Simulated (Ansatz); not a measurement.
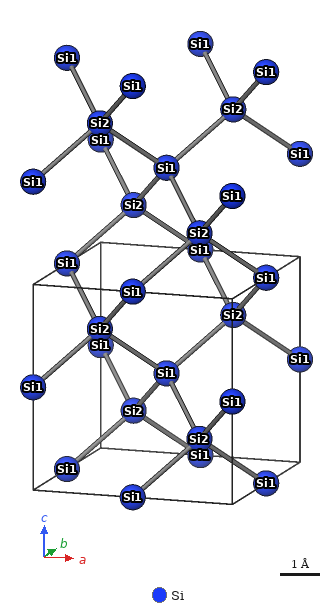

Reference structure: a symmetric starting cell of Si. Style: ball-and-stick. Shown: the conventional cell (4 times the calculation's cell), repeated 1 × 1 × 2 with one cell outlined, slightly off an axis. Lengths and directions refer to the drawn axes.

Level of theory: DFT LDA, scalar-relativistic, plane waves, PAW (Ansatz). Settings: plane-wave cutoff 420 eV; k-point mesh 10 × 10 × 10; occupations gaussian; smearing width 0.02 eV; no spin polarisation.

Now this is done to it. All lengths are scaled by +0.7 % (volume +2.1 %), the atoms keeping their fractional coordinates. No relaxation follows. The starting cell wasn't computed here and needn't be at equilibrium, so pressure and forces aren't due to the change alone.

What is the effect?

Answer. The pressure is −3.3 GPa (not all of it need come from the change, since the unchanged cell can be under pressure at this level too). All forces vanish by symmetry. Near-neighbour distances before and after: Si–Si 2.352 → 2.368 Å. The space group stays Fd-3m (No. 227).
